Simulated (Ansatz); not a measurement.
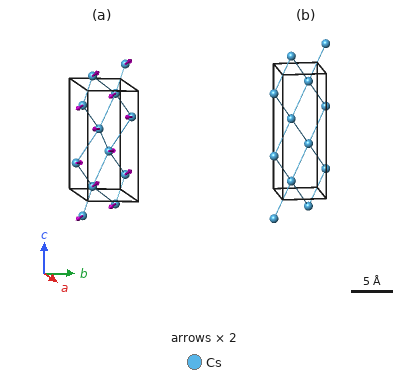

The structure of crystalline Cs (built on the iodine_64 type) before (left) and after (right) a relaxation, at one scale. The purple arrows give the displacements (the part carried along by the change of the cell is left out), 2 times their true length.

Style: ball-and-stick. Shown: the cell of the calculation, slightly off an axis.

Case: iodine type (Cmce, No. 64).

All numbers below come from Ansatz 0.2.0, DFT PBE, scalar-relativistic, plane waves, PAW.

The input:
```yaml
crystal:
  lattice:
    - [5.2530932725, -3.4718927969, 0.0]
    - [5.2530932725, 3.4718927969, 0.0]
    - [0.0, 0.0, 14.1627159765]
  atoms:
    - { symbol: Cs, position: [0.85, 0.15, 0.117] }
    - { symbol: Cs, position: [0.65, 0.35, 0.617] }
    - { symbol: Cs, position: [0.15, 0.85, 0.883] }
    - { symbol: Cs, position: [0.35, 0.65, 0.383] }
basis:
  ecutwfc: 420
kpoints:
  mp_grid: { grid: [8, 8, 4] }
hamiltonian:
  xc: pbe
scf:
  occupations: { method: gaussian, width: 0.1 }
output:
  forces: true
  stress: true
  eigenvalues: true
relax:
  adjacent_minimum: "off"
  f_tol: 0.01
  max_steps: 80
  cell: { stress_tol: 0.05 }
```

Summarise the run.

Answer. After 9 accepted moves (10 points after the start) the energy has fallen by 157 meV per atom. The largest force component goes from 0.32 to 0.0017 eV/Å. Pressure: 0.05 GPa at the start and 0.00 GPa at the end. At 1 point the geometry stayed and the basis and grid were re-selected for the new cell (energy shift of 0.2 meV per atom at most each time). The largest moves relative to the cell, 0.75 Å, are those of Cs1, Cs2, Cs3 and Cs4. Cs3 goes roughly along [1 −1 0]. The drawn cell changes as follows: a = b 6.297 → 5.432 Å (−13.7 %), c 14.163 → 16.025 Å (+13.1 %), γ 66.9° → 84.5°; the volume changes by −8.9 %. Near-neighbour distances that change, for instance: Cs1–Cs3 3.914 → 5.442 Å, Cs1–Cs1 6.297 → 5.432 Å, Cs1–Cs4 6.464 → 5.672 Å, Cs1–Cs3 (another image) 6.364 → 5.679 Å. Bond angles that change, for instance: Cs3–Cs1–Cs4 81.6° → 95.5°, Cs3–Cs1–Cs4 167.0° → 179.7°, Cs3–Cs1–Cs4 169.5° → 179.9°. The space group stays Cmce (No. 64). The run took roughly 4 core-minutes on a shared host.
